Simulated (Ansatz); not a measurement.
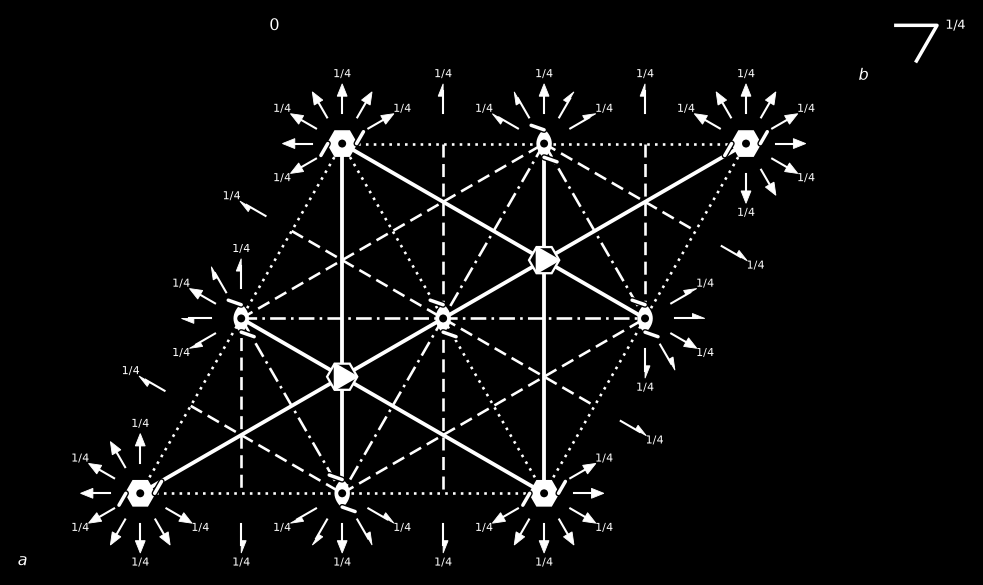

Symmetry elements of a space group, projected down c, computed from the operations of a computed or model structure of composition Fe, which need not be its known form.

Symbols follow the International Tables: origin at the upper left, the third axis towards the viewer; heavy, dashed, dotted, dash-dotted and dash-dot-dot lines are mirror, in-plane glide, out-of-plane glide, diagonal (n; with arrows d) and double (e) glide planes seen edge on; arrows at the rim are 2 (full head) and 2₁ (half head) axes in the plane; the corner sign is a plane parallel to the page; fractions are heights. Handed screw axes carry their printed symbol instead of tails.

**Identify the space group.**

No. 194, P6_3/mmc; primitive hexagonal, point group 6/mmm, 24 general positions a cell.

**List the elements shown.**

−6 axes along c at (1/3, 2/3), (2/3, 1/3); 6₃ axes along c at (0, 0); 2₁ axes along c at (0, 1/2), (1/2, 0), (1/2, 1/2); inversion centres at (0, 0), (0, 1/2), (1/2, 0), (1/2, 1/2); mirror planes holding c and [1 2 0] or [2 1 0] or [−1 1 0]; in-plane glide planes holding c and [1 2 0] or [2 1 0] or [−1 1 0]; c glide planes normal to a*, at x = 0; n glide planes normal to a*, at x = 1/2; c glide planes normal to b*, at y = 0; n glide planes normal to b*, at y = 1/2; c glide planes holding c and [1 1 0]; diagonal glide planes holding c and [1 1 0]; a mirror plane normal to c at height 1/4; 2 axes along [1 1 0] at height 0; 2 axes along [1 2 0] at height 1/4; 2 axes along [2 1 0] at height 1/4; 2 axes along [−1 1 0] at height 1/4; 2 axes along a at height 0; 2 axes along b at height 0; 2₁ axes along [1 1 0] at height 0; 2₁ axes along [1 2 0] at height 1/4; 2₁ axes along [2 1 0] at height 1/4; 2₁ axes along [−1 1 0] at height 1/4; 2₁ axes along a at height 0; 2₁ axes along b at height 0. Heights repeat every half period; positions are (a, b) fractions, modulo 1.
